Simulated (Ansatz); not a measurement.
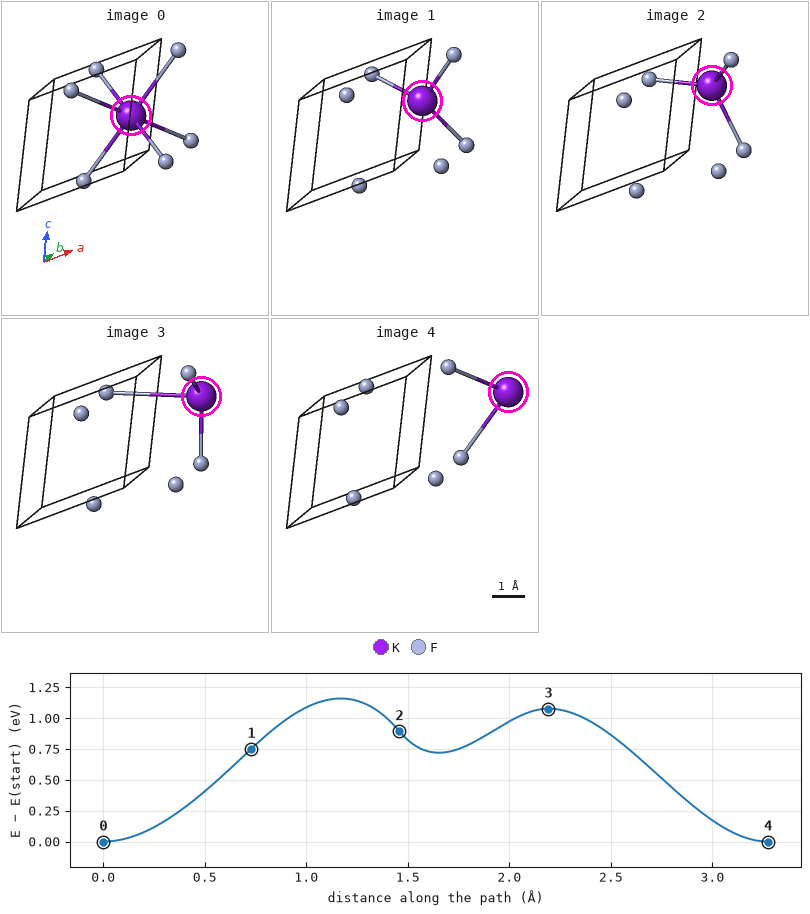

A search for the minimum-energy path of a 2-atom cell of KF (set up in Fm-3m) by the nudged elastic band. Images are numbered from 0 (start) to 4 (end). Style: ball-and-stick. Shown: the reduced simulation cell (origin moved), slightly off an axis. The moving atom is ringed, with any periodic copies. Lengths and directions refer to the drawn axes. Bonds to atoms that aren't drawn are left out.

These are results of DFT, PBE, PAW with Ansatz's default frozen-core files, scalar-relativistic in Ansatz 0.2.0, not measurements.

The input:
```yaml
crystal:
  lattice:
    - [0.0, 2.67185, 2.67185]
    - [2.67185, 0.0, 2.67185]
    - [2.67185, 2.67185, 0.0]
  atoms:
    - { symbol: K, position: [0.0, 0.0, 0.0] }
    - { symbol: F, position: [0.5, 0.5, 0.5] }
kpoints:
  mp_grid: { grid: [7, 7, 7] }
scf:
  occupations: { method: fermi_dirac, width: 0.02 }
hamiltonian:
  xc: pbe
  pseudopotentials: { kind: paw }
output:
  forces: true
neb:
  images: 3
  f_tol: 0.05
  max_iterations: 40
  relax_end_points: true
  final_atoms:
    - { symbol: K, position: [1.0, 0.0, 0.0] }
    - { symbol: F, position: [0.5, 0.5, 0.5] }
```

Run as
```bash
ansatz run input.yaml --threads 4 --pin off --max-ram 4096MiB --backend cpu --events-out ev --progress --plain --runs-dir out
```

Question: Read off the barrier and say what moves.

Answer: The K atom travels furthest, 3.78 Å from end to end, along +a, on a path that bends up to 0.66 Å away from the straight line. At the highest image its nearest neighbour (F) is 2.18 Å away, against 2.67 Å at the start, and the surrounding atoms stand up to 0.47 Å off the mean of their end positions. The barrier is about 1.08 eV in both directions, with image 3 at the top; the ends have the same energy. The band converged in 12 iterations. The largest component of the band force went from 9.8e-09 to 0.037 eV/Å. The climbing image converged on the top of the path. Its curvatures weren't checked.

The run took 3.1 min on 4 threads of Arm Neoverse V1 (shared host), peak memory 0.86 GiB.
